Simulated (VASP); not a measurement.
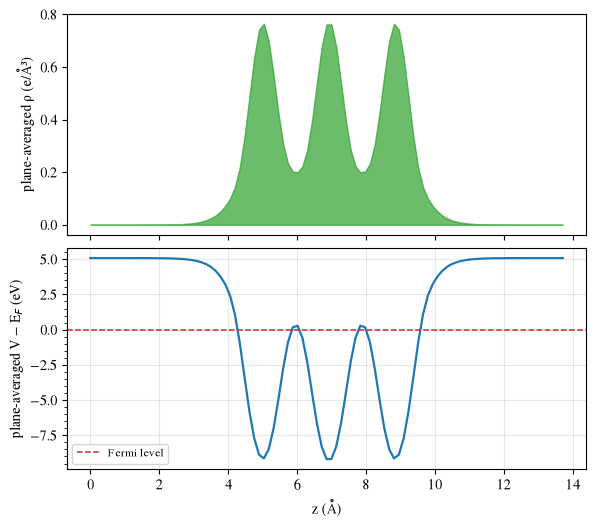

GaP (slab). Plane average of the electrostatic potential (local pseudopotential plus Hartree) felt by an electron and of the valence pseudo-density across the slab.

Not relaxed (largest force 1.7 eV/Å).

These are results of Kohn-Sham DFT of a periodic cell, LDA, VASP PAW LDA potentials, recommended (VASP), not measurements.

In a PAW calculation such maps are meaningful between the atoms, not at the nuclei.

How far above the Fermi level of the calculation is the vacuum level?

Answer. 5.1 eV.

What are the slab's thickness and the vacuum gap?

Answer. The outermost nuclei are 3.9 Å apart, in 3 atomic planes; the vacuum between periodic images is 10.0 Å wide.
